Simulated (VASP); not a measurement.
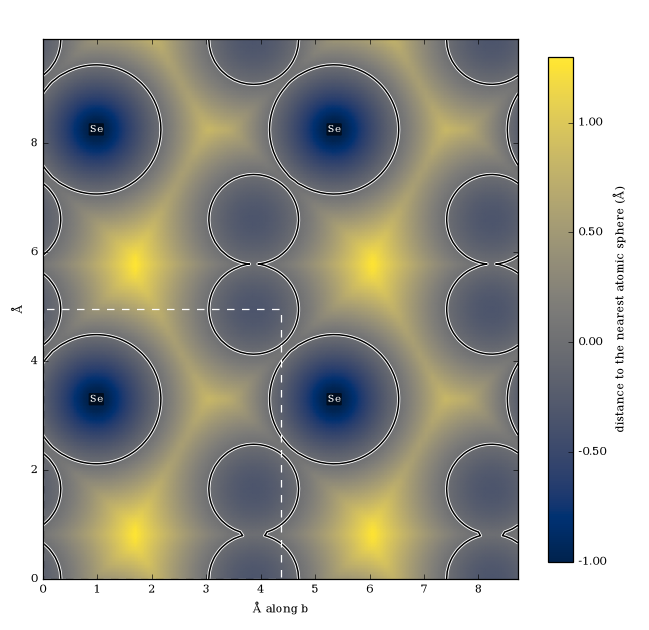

Map of the distance to the nearest atomic sphere in Se (P3_121, No. 152), computed on the section x = 0.000 (parallel to b and c; the dashed line is one cell). The black line marks the spheres' surfaces; positive values are empty space; unlabelled circles belong to atoms above or below the section.

Atoms are hard spheres with touching radii (half the shortest distance): Se 1.19 Å.

The cell is taken from an entry of the Crystallography Open Database, as set up for an electronic-structure calculation.

```
Se
1.0
     4.36620    0.00000    0.00000
    -2.18310    3.78124    0.00000
     0.00000    0.00000    4.95360
Se
3
Cartesian
  1.6910 2.9289 0.0000
  -0.4921 0.8523 3.3024
  0.9841 0.0000 1.6512
```

### Where is the largest hole in this section, and how large is it?

At 0.000, 0.387, 0.167 (fractional), where the distance reaches 1.30 Å; it is enclosed by 6 Se. It is the largest hole of the crystal.

### How much of the crystal lies outside the spheres?

About 74 % of the cell's volume, and 60 % of this section's area.

### What can pass through?

The largest sphere that fits anywhere has a diameter of 2.60 Å; the largest that can travel through the crystal, about 2.1 Å.
